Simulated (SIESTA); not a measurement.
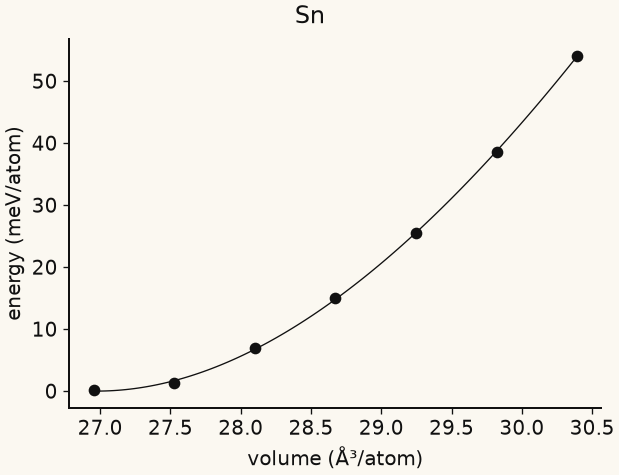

Plotted: energy against volume for Sn, space group Immm (No. 71).

Cell as given: a = 3.406 Å, b = 3.406 Å, c = 3.406 Å, α = 119.08°, β = 117.16°, γ = 93.29°; 1 atom.

Method: DFT in numerical atomic orbitals with pseudopotentials, no spin polarisation; energies at scaled volumes of the given cell, shape and fractions fixed, counted from the fit's minimum, third-order Birch-Murnaghan fit (SIESTA 5.4.2). Level: PBEsol.

k mesh 11×11×11; occupations Fermi–Dirac; smearing width 0.05 eV; potentials PseudoDojo 0.4 standard, converted to PSML, two zetas on semicore shells; program settings basis DZP, mesh cutoff 500 Ry.

Q: Give the fitted equation-of-state parameters.

A: A third-order Birch–Murnaghan fit gives V0 = 26.98 Å³/atom, B0 = 49.5 GPa and B′ = 4.4.

Keep in mind: the fit and the printed pressures don't fully agree, or the minimum lies near the end of the range; mulliken charges of long orbitals; shape and atomic fractions are frozen while scaling, which makes layered, chain and framework solids too stiff.

The computed values:

```tsv
volume (Å³/atom)	energy (meV/atom)
26.95	0.14
27.53	1.27
28.10	7.01
28.67	14.93
29.25	25.45
29.82	38.57
30.39	54.09
```
